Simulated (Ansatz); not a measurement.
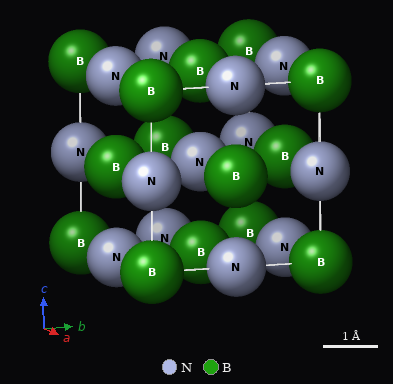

The figure gives a spheres-only picture of the atoms, viewed slightly off an axis. The wireframe shows the drawn cell (a repeat of the simulation cell).

BN, a = 3.469 Å, b = 3.469 Å, c = 3.469 Å, α = 90.77°, β = 90.77°, γ = 90.77°. Strictly the space group is R-3m (No. 166, within 0.01 Å). It is a distorted form of a face-centred cubic structure, space group Fm-3m (No. 225) within 0.25 Å: rock salt (NaCl type). The cell started as a structure type filled with these elements by a generator (whether the compound takes this form wasn't checked). The cell was then strained or its atoms displaced on purpose. Ansatz was used for an electronic-structure calculation on it.

This one geometry was computed with Ansatz (DFT, plane waves, PAW) at three levels of theory: PBE, HSE06 and r2SCAN. It was relaxed with r2SCAN and then strained.

Which level gives the highest pressure at this volume, and what does that say about its equilibrium volume?

Answer. Highest: PBE (12.3 GPa), which points to the largest equilibrium volume. Lowest, with the smallest volume: HSE06 (0.0 GPa). Levels within 0.5 GPa of each other can't be told apart.

How does the band gap change with the level of theory?

Answer. PBE: a gap of 1.23 eV, indirect; r2SCAN: a gap of 1.38 eV, indirect; HSE06: a gap of 2.23 eV, indirect.

Collect the results in a table.

Answer.
| level | cutoff (eV) | k-mesh of the run's cell | gap (eV) | pressure (GPa) |
| --- | --- | --- | --- | --- |
| PBE | 420 | 12×12×12 | 1.23 | 12.3 |
| HSE06 | 420 | 8×8×8 | 2.23 | 0.0 |
| r2SCAN | 500 | 12×12×12 | 1.38 | 8.5 |

Gaps are taken on the k-mesh or band path of each run.
